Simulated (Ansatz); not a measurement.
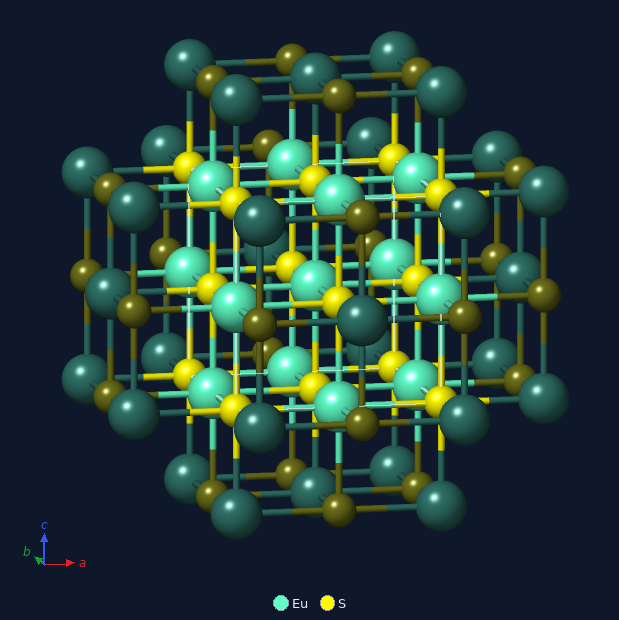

The figure gives a ball-and-stick picture of the atoms, viewed slightly off an axis. Thin lines show the conventional unit cell, with boundary atoms drawn in all their periodic places. Bonds that leave the box are completed with the atoms at their other ends, in fainter colours.

EuS, rock salt (NaCl type), space group Fm-3m (No. 225), a = 5.957 Å, b = 5.957 Å, c = 5.957 Å, α = 90.00°, β = 90.00°, γ = 90.00°. The initial geometry was a structure type known for this compound. Earlier steps of the study may have refined or changed the cell and positions. It went into a calculation with Ansatz.

This one geometry was computed with Ansatz (DFT, plane waves, PAW) at five levels of theory: PBE+U with spin-orbit coupling (U_eff = 6.00 eV on Eu f), LDA+U (U_eff = 7.00 eV on Eu f), PBEsol+U with spin-orbit coupling (U_eff = 6.00 eV on Eu f), PBEsol+U (U_eff = 6.00 eV on Eu f) and PBE+U (U_eff = 6.00 eV on Eu f).

### Which level gives the highest pressure at this volume, and what does that say about its equilibrium volume?

Highest: PBE+U with spin-orbit coupling (U_eff = 6.00 eV on Eu f) (0.6 GPa), which points to the largest equilibrium volume. Lowest, with the smallest volume: PBE+U (U_eff = 6.00 eV on Eu f) (-9.1 GPa). Levels within 0.5 GPa of each other can't be told apart.

### How does the band gap change with the level of theory?

PBE+U (U_eff = 6.00 eV on Eu f): a metal; PBEsol+U with spin-orbit coupling (U_eff = 6.00 eV on Eu f): a gap of 0.46 eV on the k-mesh; PBEsol+U (U_eff = 6.00 eV on Eu f): a gap of 0.58 eV on the k-mesh; PBE+U with spin-orbit coupling (U_eff = 6.00 eV on Eu f): a gap of 0.58 eV on the k-mesh; LDA+U (U_eff = 7.00 eV on Eu f): a gap of 0.76 eV on the k-mesh.

### Collect the results in a table.

| level | cutoff (eV) | k-mesh of the run's cell | gap (eV) | pressure (GPa) |
| --- | --- | --- | --- | --- |
| PBE+U with spin-orbit coupling (U_eff = 6.00 eV on Eu f) | 420 | 8×8×8 | 0.58 | 0.6 |
| LDA+U (U_eff = 7.00 eV on Eu f) | 420 | 8×8×8 | 0.76 | -3.9 |
| PBEsol+U with spin-orbit coupling (U_eff = 6.00 eV on Eu f) | 420 | 8×8×8 | 0.46 | -2.2 |
| PBEsol+U (U_eff = 6.00 eV on Eu f) | 420 | 8×8×8 | 0.58 | -2.1 |
| PBE+U (U_eff = 6.00 eV on Eu f) | 420 | 8×8×8 | metal | -9.1 |

Gaps are taken on the k-mesh or band path of each run.
